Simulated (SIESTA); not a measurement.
# Energy of Si along an even scaling of the cell

System: Si (P6/mmm, 1 atom in the cell).
Method: Kohn-Sham DFT of a periodic cell, PBEsol, PseudoDojo 0.4 standard, converted to PSML, no spin polarisation (SIESTA 5.4.2).

The 7 runs differ only in the geometry, by an even scaling of the cell at fixed fractional positions. The structure derives from a Materials Project entry.

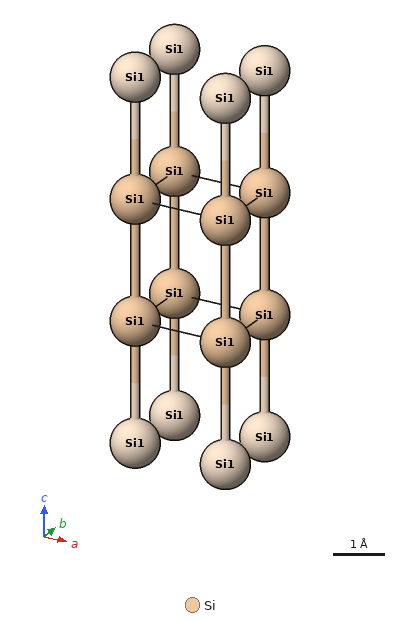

Figure 1. The structure of run 4 (ball-and-stick view of the cell of the calculation, seen slightly off an axis; neighbours outside the cell are drawn fainter; atoms are numbered from 1 in the order of the input). An atom can appear more than once, as a periodic image.

## Input of run 4
```
SystemName                      Si
SystemLabel                     Si
NumberOfSpecies                 1
NumberOfAtoms                   1
%block ChemicalSpeciesLabel
  1  14 Si
%endblock ChemicalSpeciesLabel

LatticeConstant                 1.0 Ang
%block LatticeVectors
     2.6205428149     0.0000000000     0.0000000000
    -1.3102714075     2.2694566494     0.0000000000
     0.0000000000     0.0000000000     2.4663543900
%endblock LatticeVectors
AtomicCoordinatesFormat         Fractional
%block AtomicCoordinatesAndAtomicSpecies
     0.0000000000     0.0000000000     0.0000000000  1  Si
%endblock AtomicCoordinatesAndAtomicSpecies

%block kgrid.MonkhorstPack
   12   0   0  0.0
    0  12   0  0.0
    0   0  11  0.0
%endblock kgrid.MonkhorstPack
XC.Functional                   GGA
XC.Authors                      PBEsol
PAO.BasisSize                   DZP
PAO.EnergyShift                 0.003 Ry
Mesh.Cutoff                     500 Ry
OccupationFunction              FD
ElectronicTemperature           0.05 eV
MaxSCFIterations                120
SCF.MustConverge                false
SCF.Mixer.Method                Pulay
SCF.Mixer.Weight                0.25
SCF.Mixer.History               8
SCF.DM.Tolerance                5.0e-05
SCF.H.Tolerance                 1.0e-03 eV
WriteForces                     true
Charge.Mulliken                 end
```

Command:
```bash
siesta Si.fdf > Si.out 2>&1
```

Lattice vectors (Å) and fractional positions of run 4:
```
   2.620543    0.000000    0.000000
  -1.310271    2.269457    0.000000
   0.000000    0.000000    2.466354
Si  0.000000  0.000000  0.000000
```

Run 2 differs from it as follows:
```diff
-     2.6205428149     0.0000000000     0.0000000000
-    -1.3102714075     2.2694566494     0.0000000000
-     0.0000000000     0.0000000000     2.4663543900
+     2.5851257326     0.0000000000     0.0000000000
+    -1.2925628663     2.2387845564     0.0000000000
+     0.0000000000     0.0000000000     2.4330211905
```

## Results, with one run withheld

```tsv
run	volume per atom (Å³)	free energy per atom, from the lowest run given (meV)	pressure (GPa)
1	13.788	28.99	9.64
2	14.081	?	?
3	14.375	4.86	3.76
4	14.668	0.30	1.30
5	14.961	0.00	−0.92
6	15.255	3.57	−2.92
7	15.548	10.60	−4.69
```

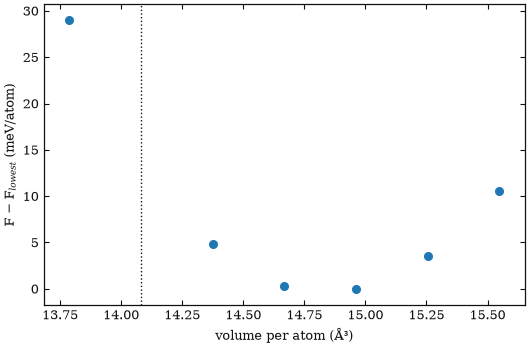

Figure 2. Free energy per atom of the runs given; the dotted line marks run 2.

Fit the runs given and predict run 2.

A cubic polynomial in V^(−2/3) (the Birch–Murnaghan form), fitted to the 6 runs given, misses them by at most 0.01 meV per atom. With x = V^(−2/3) − 0.16629 Å⁻², it reads F = −0.19108 + 553.27 x + 4.2465e+05 x² + 6.4384e+05 x³ (meV per atom). At run 2 it gives 14.27 meV per atom, and the run itself gives 14.22. The slope of the fit gives a pressure −dF/dV of 6.54 GPa there, and the run prints 6.55 GPa. The fit has its minimum at 14.834 Å³ per atom, where V d²F/dV² gives 112 GPa. Cell shape and fractional positions are held, so this is the stiffness under even scaling; the relaxed bulk modulus wasn't computed.

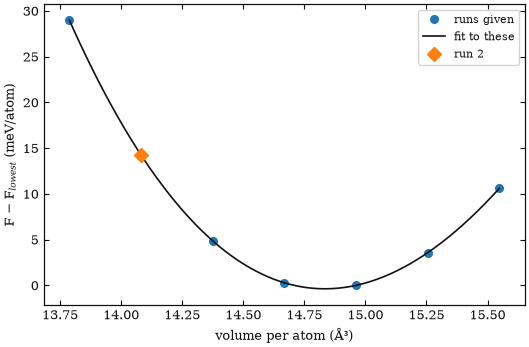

Figure 3. The fit and the withheld run.

## Some lines of the output (run 2)
```
[...]
outcell: Cell volume (Ang**3)        :     14.0812
stepf: Fermi-Dirac step function
siesta: Etot    =      -114.822736
siesta: FreeEng =      -114.825943
        iscf     Eharris(eV)        E_KS(eV)     FreeEng(eV)     dDmax    Ef(eV) dHmax(eV)
siesta: E_KS(eV) =             -114.8247
siesta: E_KS - E_eggbox =      -114.8247
siesta: Etot    =      -114.824746
siesta: FreeEng =      -114.827846
siesta:         Fermi =      -5.774470
siesta: Cell volume =         14.081206 Ang**3
    Orbital volume contribution        =           1.135211 eV
```

Notes: Points of doubt noted for this run: mulliken charges of long orbitals. With a small basis of atomic orbitals these values can differ much from converged plane-wave results.
